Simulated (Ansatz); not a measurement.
The crystal is SnSe2 (layers cut from the bulk crystal).

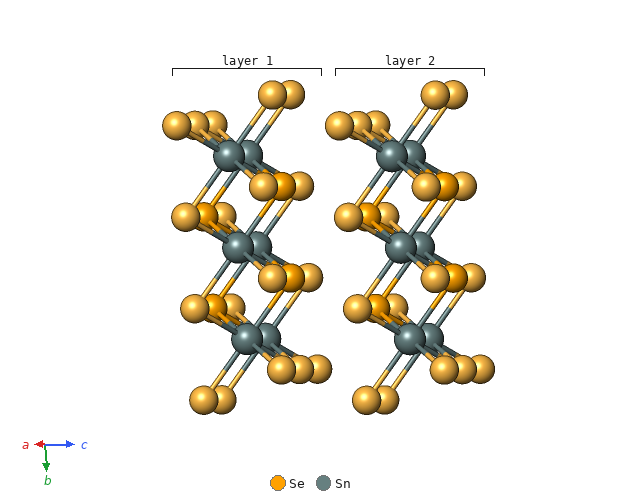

The structure (selenium orange, tin teal). 1×2×1 cells are drawn. Some periodic images of atoms are drawn too.

The cell holds 6 atoms: 4 Se and 2 Sn. Cell: a = 3.837 Å, b = 3.837 Å, c = 41.600 Å, α = 90.0°, β = 90.0°, γ = 120.0°. It derives from SnSe2. Regions: layer 1, 3 atoms (2 Se and 1 Sn); layer 2, 3 atoms (2 Se and 1 Sn). Vacuum lies along c.

```xyz
6
Lattice="3.8366 0.0000 0.0000 -1.9183 3.3226 0.0000 0.0000 0.0000 41.6000" Properties=species:S:1:pos:R:3
Se    0.0000    2.2150   16.2122
Sn    0.0000    0.0000   17.8062
Se    1.9183    1.1075   19.4010
Se    0.0000    2.2150   22.1990
Sn    0.0000    0.0000   23.7938
Se    1.9183    1.1075   25.3878
```

The structure was relaxed with PBE-D3(BJ). At the settings of the band run the largest force is still 0.10 eV/Å. The runs that relaxed it are not among those shown.

Gaps computed with Ansatz 0.2.0 without a self-energy: PBE 0.66 eV and PBE+SOC 0.64 eV.

Question: Estimate the G0W0@PBE gap with 6×6×1 mesh, 631 empty bands, screening to 65 eV, PAW set soft_1 files.

About 1.31 eV: on its mesh the run moves the gap from 0.66 eV by +0.65 eV. Bands and cutoff are finite, so the gap is not at the basis limit. The miss can reach some tenths of an eV and take either sign; the mesh is an error of its own. The mesh in the plane is coarse for a sheet; gap and any exciton binding can still move on denser ones. The many-body steps are scalar-relativistic: spin-orbit coupling is not in them.

[Paths, hosts, dates, memory and timing lines, banners, echoed tables and standing remarks are left out of the program output.]

[Logs are printed without paths, hosts, clocks, repeated set-up lines and the standing remarks that a program may print on its own settings, such as how far it seeks lower states.]

[Runs of the session that timed out or met a known fault of the program may be left out.]

[Cells called generated may have been cut or substituted from an entry of the Crystallography Open Database or the Materials Project.]

[Hosts, paths, dates, database ids (printed as entryN), source tags and the programs' standing remarks are cut or masked in the printed files.]
